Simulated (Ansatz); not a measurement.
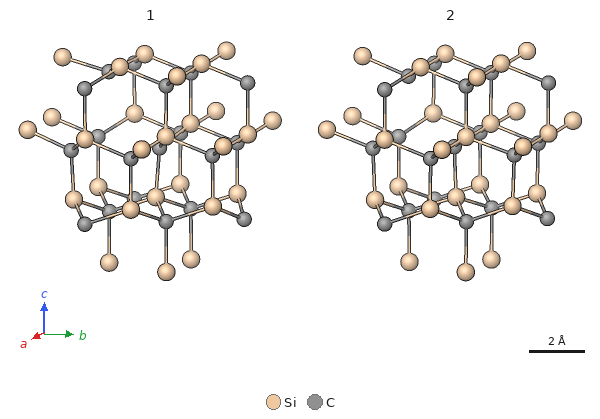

Two geometries of a defect cell of composition Si46C48 (cell charge −1), drawn at one scale. One is the start of a relaxation, the other its converged end. A ball-and-stick model of the atoms within 5.0 Å of the atom that moves most (axes of the cell of the calculation (origin shifted)), seen slightly off an axis.

The calculation used Ansatz 0.2.0, DFT, PBEsol, PAW, plane waves. (plane-wave cutoff 420 eV; k-point mesh 1 × 1 × 1; mesh shifted by (0.25, 0.25, 0.25); collinear spin; atoms relaxed in a fixed cell; force threshold 0.03 eV/Å; at most 80 steps)

Question: Which of the two is the end point?

Answer: Structure 1 is the relaxed one. The atoms of the start lie slightly off their symmetric places, so part of the fall in energy undoes that. The atom that moves furthest is a C atom (0.20 Å roughly along [0 3 −1]). Largest moves by element: C 0.20 Å, Si 0.06 Å. The cell doesn't change. Some distances before and after: C–Si 1.934 → 1.844 Å, C–Si 1.904 → 1.829 Å, C–Si 1.918 → 1.854 Å, C–Si 1.825 → 1.885 Å. Among the angles between lasting bonds that change: C–Si–C 106.2° → 113.9°, Si–C–Si 108.0° → 115.4°, Si–C–Si 106.9° → 113.7°. Over 4 geometry steps the energy falls by 2.590 eV per cell of the calculation. Largest force component: 2.1 eV/Å at the start, 0.0057 eV/Å at the end. The program noted that the starting moments weren't kept.

Limits of the set-up: the cell is charged, on a uniform background, and energies carry no finite-size correction.
